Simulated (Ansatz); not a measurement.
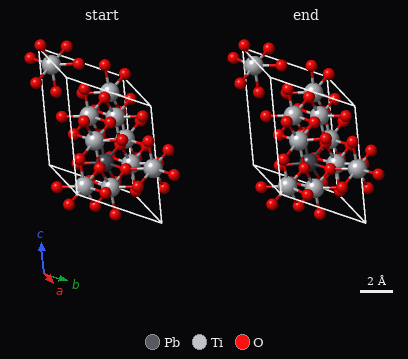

The structure of a defect cell of composition Ti₉PbO₂₀ before (left) and after (right) a relaxation, at one scale.

The picture is a ball-and-stick view of the cell of the calculation (origin shifted), seen slightly off an axis.

These are results of DFT PBEsol, scalar-relativistic, plane waves, PAW (Ansatz), not measurements.

The input:
```yaml
crystal:
  lattice:
    - [-5.6531885842, 1.8843961947, -4.7791519191]
    - [-1.8843961947, -5.6531885842, 4.7791519191]
    - [1.8843961947, 5.6531885842, 4.7791519191]
  atoms:
    - { symbol: Pb, position: [0.4, 0.6, 0.8] }
    - { symbol: Ti, position: [0.0, 0.0, 0.0] }
    - { symbol: Ti, position: [0.8, 0.2, 0.6] }
    - { symbol: Ti, position: [0.6, 0.4, 0.2] }
    - { symbol: Ti, position: [0.2, 0.8, 0.4] }
    - { symbol: Ti, position: [0.7, 0.55, 0.65] }
    - { symbol: Ti, position: [0.3, 0.95, 0.85] }
    - { symbol: Ti, position: [0.1, 0.15, 0.45] }
    - { symbol: Ti, position: [0.9, 0.35, 0.05] }
    - { symbol: Ti, position: [0.5, 0.75, 0.25] }
    - { symbol: O, position: [0.7, 0.7574304757, 0.8574304757] }
    - { symbol: O, position: [0.3, 0.1574304757, 0.0574304757] }
    - { symbol: O, position: [0.1, 0.3574304757, 0.6574304757] }
    - { symbol: O, position: [0.9, 0.5574304757, 0.2574304757] }
    - { symbol: O, position: [0.5, 0.9574304757, 0.4574304757] }
    - { symbol: O, position: [0.6, 0.6074304757, 0.4074304757] }
    - { symbol: O, position: [0.2, 0.0074304757, 0.6074304757] }
    - { symbol: O, position: [1.0, 0.2074304757, 0.2074304757] }
    - { symbol: O, position: [0.8, 0.4074304757, 0.8074304757] }
    - { symbol: O, position: [0.4, 0.8074304757, 0.0074304757] }
    - { symbol: O, position: [0.7, 0.3425695243, 0.4425695243] }
    - { symbol: O, position: [0.3, 0.7425695243, 0.6425695243] }
    - { symbol: O, position: [0.1, 0.9425695243, 0.2425695243] }
    - { symbol: O, position: [0.9, 0.1425695243, 0.8425695243] }
    - { symbol: O, position: [0.5, 0.5425695243, 0.0425695243] }
    - { symbol: O, position: [0.4, 0.3925695243, 0.5925695243] }
    - { symbol: O, position: [1.0, 0.7925695243, 0.7925695243] }
    - { symbol: O, position: [0.8, 0.9925695243, 0.3925695243] }
    - { symbol: O, position: [0.6, 0.1925695243, 0.9925695243] }
    - { symbol: O, position: [0.2, 0.5925695243, 0.1925695243] }
  host:
    lattice:
      - [-1.8843961947, 1.8843961947, 4.7791519191]
      - [1.8843961947, -1.8843961947, 4.7791519191]
      - [1.8843961947, 1.8843961947, -4.7791519191]
    atoms:
      - { symbol: Ti, position: [0.0, 0.0, 0.0] }
      - { symbol: Ti, position: [0.75, 0.25, 0.5] }
      - { symbol: O, position: [0.9574304757, 0.4574304757, 0.5] }
      - { symbol: O, position: [0.2074304757, 0.2074304757, 0.0] }
      - { symbol: O, position: [0.5425695243, 0.0425695243, 0.5] }
      - { symbol: O, position: [0.7925695243, 0.7925695243, 0.0] }
basis:
  ecutwfc: 420
  xc_grid: 2
kpoints:
  mp_grid: { grid: [2, 2, 2], shift: [0.5, 0.5, 0.5] }
hamiltonian:
  xc: pbesol
scf:
  occupations: { method: gaussian, width: 0.02 }
output:
  forces: true
  stress: false
  eigenvalues: true
  charged_corrections: { defect_position: [0.4, 0.6, 0.8] }
  write_density: true
  write_potential: true
  elf: true
  volumetric_format: npy
relax:
  adjacent_minimum: "off"
  f_tol: 0.03
  max_steps: 40
```

Launched with:
```bash
ansatz run input.yaml --threads 8 --pin off --max-ram 16384MiB --backend cpu --events-out ev --progress --plain --runs-dir out
```

### What changed between the two?

The energy falls by 1.963 eV per cell of the calculation in 5 accepted moves (6 points after the start). The largest force component goes from 4.8 to 0.024 eV/Å. 1 step only repeated the SCF at the same geometry. The largest moves, 0.19 Å, are those of O11, O13, O22 and O25. O25 goes along [−2 −1 3]. By element the largest moves are O 0.19 Å, Ti 0.09 Å. Pb stays in place. The lattice vectors keep their values. Some distances before and after: Pb1–O20 1.983 → 2.150 Å, Pb1–O11 1.928 → 2.068 Å, Pb1–Ti10 3.043 → 3.136 Å, Ti2–Ti7 3.043 → 2.959 Å. Among the angles between lasting bonds that change: Pb1–O11–Ti2 155.6° → 149.6°, Ti6–O26–Ti8 155.6° → 161.2°, O21–Ti6–O26 102.2° → 97.1°. Cost: 40 s on 8 threads of Arm Neoverse V1, with other jobs on the host, peak memory 1.1 GiB.

Limits of the set-up: the periodic images lie only 7.6 Å apart, so the values are limited by the cell's size.
